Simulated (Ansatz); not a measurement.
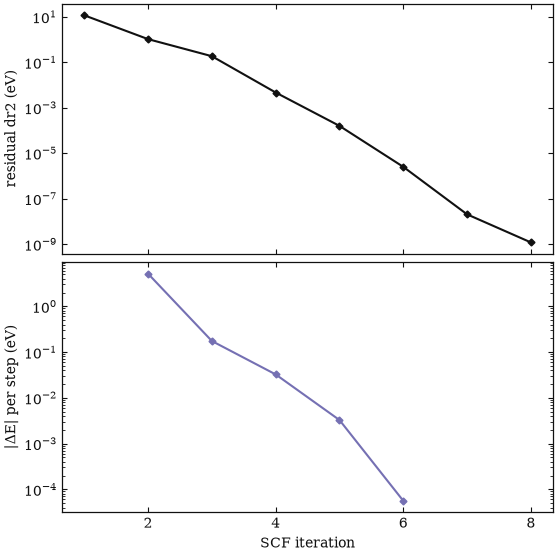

The plot shows the SCF iterations of a calculation: density residual dr2, step-to-step change of the Harris–Foulkes energy. Energy differences below 3 × 10⁻⁶ eV aren't drawn. The starting density is a sum of atomic densities corrected by a trained network.

TaC (2 atoms in the cell), run with Ansatz.

```
crystal:
  lattice:
    - [2.49095392, 1.2e-07, -0.00099903]
    - [-1.24547686, 2.15722943, 0.00099903]
    - [-1.24630746, 0.71955595, 2.06217081]
  atoms:
    - { symbol: Ta, position: [0.0, 0.0, 0.0] }
    - { symbol: C, position: [0.5, 0.5, 0.5] }
basis:
  ecutwfc: 420
kpoints:
  mp_grid: { grid: [12, 12, 13] }
hamiltonian:
  xc: pbesol
scf:
  occupations: { method: gaussian, width: 0.1 }
  max_iter: 60
output:
  forces: true
  eigenvalues: true
  stress: true
```

Launched with:
```bash
ansatz run input.yaml --threads 2 --pin off --max-ram 5120MiB --backend cpu --events-out ev --progress --plain --runs-dir out
```

### Was self-consistency reached?

The run converged; it took 8 iterations. The residual falls at every step.

### What is the residual at the start and at the end?

It starts near 10 and ends near 10⁻⁹ eV.

### Is anything amiss with this input?

The input holds a fault (a lattice far too small). The SCF closed all the same, which doesn't make the results meaningful for the real system.
